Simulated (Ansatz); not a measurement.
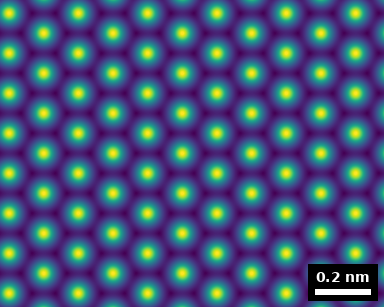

Projected-potential map of a crystal. Computed as the sum of neutral-atom potentials (tabulated electron scattering factors, B = 0.8 Å²) projected along the beam and smoothed by 0.25 Å; brighter is more positive. The display is stretched by a gamma of 0.6; percentages refer to the linear signal.

Q: What two-dimensional lattice does the image show, and how large is its cell?

A: The pattern repeats on a hexagonal net with a repeat of 1.5 Å.

Q: What is the plane group of the image?

A: p6mm: sixfold points with mirror lines through them.

Q: How many columns does the smallest repeating cell hold, and how many levels of brightness?

A: 1 column in the primitive cell of 1.8 Å², all of one brightness.

The crystal is Co (Fm-3m, No. 225) seen along [111]. Atomic positions: a calculation's starting geometry; the starting structure was generated, so it need not be a known form of this composition.
